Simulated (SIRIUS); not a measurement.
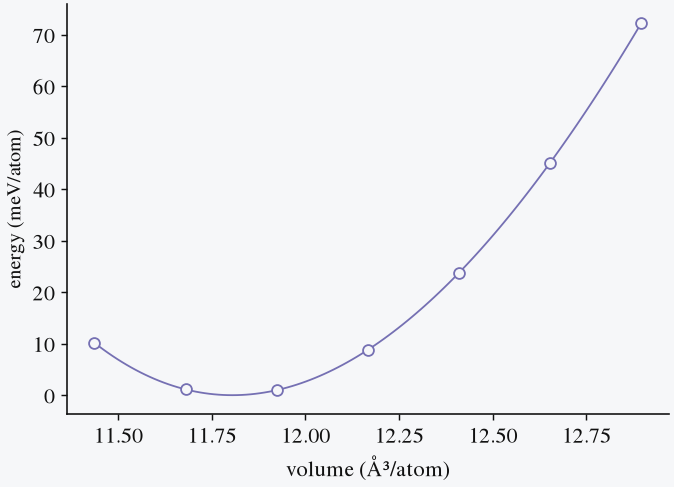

The plot gives the computed energy against volume for ZrN, space group Fm-3m (No. 225).

The given structure:
```
CELL_PARAMETERS angstrom
0.00000 2.30000 2.30000
2.30000 0.00000 2.30000
2.30000 2.30000 0.00000
ATOMIC_POSITIONS crystal
Zr 0.50000 0.50000 0.50000
N 0.00000 0.00000 0.00000
```

How it was computed, with SIRIUS 7.10.0: plane-wave DFT, no spin polarisation; energies at scaled volumes of the given cell, shape and fractions fixed, counted from the fit's minimum, third-order Birch-Murnaghan fit. Level: PBEsol.

k mesh 10×10×10; occupations Fermi–Dirac; smearing width 0.05 eV; potentials dojo sr pbesol 0.4.1 standard; wave cutoff 1152 eV; density cutoff 4606 eV.

This calculation gives: equilibrium volume 11.80 Å³/atom and bulk modulus 268 GPa.

Now Zr is replaced by Ta on all its sites, which gives TaN in the same structure. What happens?

The equilibrium volume falls from 11.80 to 10.46 Å³/atom (−11 %) and the bulk modulus rises from 268 to 355 GPa (+32 %).

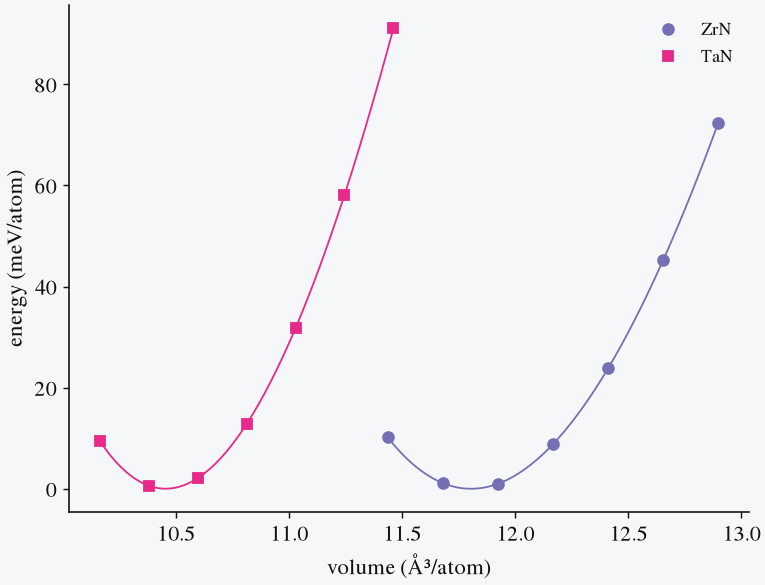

The two results together.

V0 and the bulk modulus come from third-order Birch–Murnaghan fits.
